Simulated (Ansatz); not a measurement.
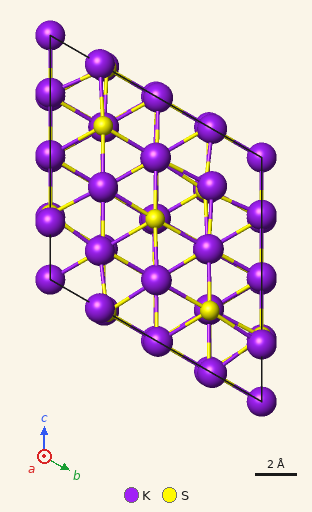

This is the input geometry for a relaxation of a defect cell of composition K₃₁S₁₆ (cell charge −1). A ball-and-stick model of the cell of the calculation, seen along the a axis.

Case: K vacancy (site c), charge -1, atoms relaxed at the host's cell.

Computed with DFT PBE, scalar-relativistic, plane waves, PAW (Ansatz 0.2.0).

(plane-wave cutoff 420 eV; k-point mesh 2 × 2 × 2; occupations gaussian; smearing width 0.01 eV; mesh shifted by (0.5, 0.5, 0.5); collinear spin; atoms relaxed in a fixed cell; force threshold 0.025 eV/Å; at most 45 steps)

```
CELL_PARAMETERS angstrom
7.46208 7.46208 7.46208
-7.46208 7.46208 -7.46208
-7.46208 -7.46208 7.46208
ATOMIC_POSITIONS crystal
K 0.75000 0.75113 0.25506
K 0.00506 0.75113 0.00000
K 0.75000 0.50000 0.50000
K 0.99887 0.50393 0.24887
K 0.25000 0.50000 0.00000
K 0.75000 0.25506 0.75113
K 0.99887 0.24887 0.50393
K 0.25393 0.24887 0.24887
K 0.50113 0.25506 0.00000
K 0.00506 0.00000 0.75113
K 0.25000 0.00000 0.50000
K 0.50113 0.00000 0.25506
K 0.24607 0.74494 0.74494
K 0.49494 0.74494 0.49607
K 0.49494 0.49607 0.74494
K 0.25985 0.00000 0.00000
K 0.25000 0.75000 0.25000
K 0.51551 0.76551 0.00000
K 0.24015 0.49015 0.49015
K 0.50000 0.50000 0.25000
K 0.75000 0.50985 0.00000
K 0.25000 0.25000 0.75000
K 0.50000 0.25000 0.50000
K 0.75000 0.23449 0.23449
K 0.98449 0.23449 0.00000
K 0.51551 0.00000 0.76551
K 0.75000 0.00000 0.50985
K 0.98449 0.00000 0.23449
K 0.75000 0.76551 0.76551
K 0.00000 0.75000 0.50000
K 0.00000 0.50000 0.75000
S 0.48253 0.73253 0.73253
S 0.49995 0.50412 0.00000
S 0.75000 0.50412 0.74995
S 0.50418 0.25005 0.25005
S 0.75000 0.26747 0.00000
S 0.00005 0.25005 0.75418
S 0.49995 0.00000 0.50412
S 0.75000 0.00000 0.26747
S 0.01747 0.00000 0.00000
S 0.25412 0.00000 0.74995
S 0.75000 0.74995 0.50412
S 0.00005 0.75418 0.25005
S 0.25412 0.74995 0.00000
S 0.99582 0.49588 0.49588
S 0.24588 0.49588 0.24582
S 0.24588 0.24582 0.49588
```

Where does the relaxation end?

Answer. Over 1 geometry step the energy falls by 18.3 meV per cell of the calculation. Largest force component: 0.082 eV/Å at the start, 0.017 eV/Å at the end. The largest moves, 0.039 Å, are those of K18, K24, K25, K26, K28 and K29. K28 goes along [−1 0 −1]. Largest moves by element: K 0.039 Å, S 0.019 Å. The cell stays as it was. Among the contacts that change: K10–S40 3.167 → 3.144 Å, K18–S33 3.317 → 3.338 Å, K18–S32 3.198 → 3.189 Å, K10–S37 3.241 → 3.251 Å. The program noted that the starting moments weren't kept.

Limits of the set-up: the cell is charged, on a uniform background, and energies carry no finite-size correction.
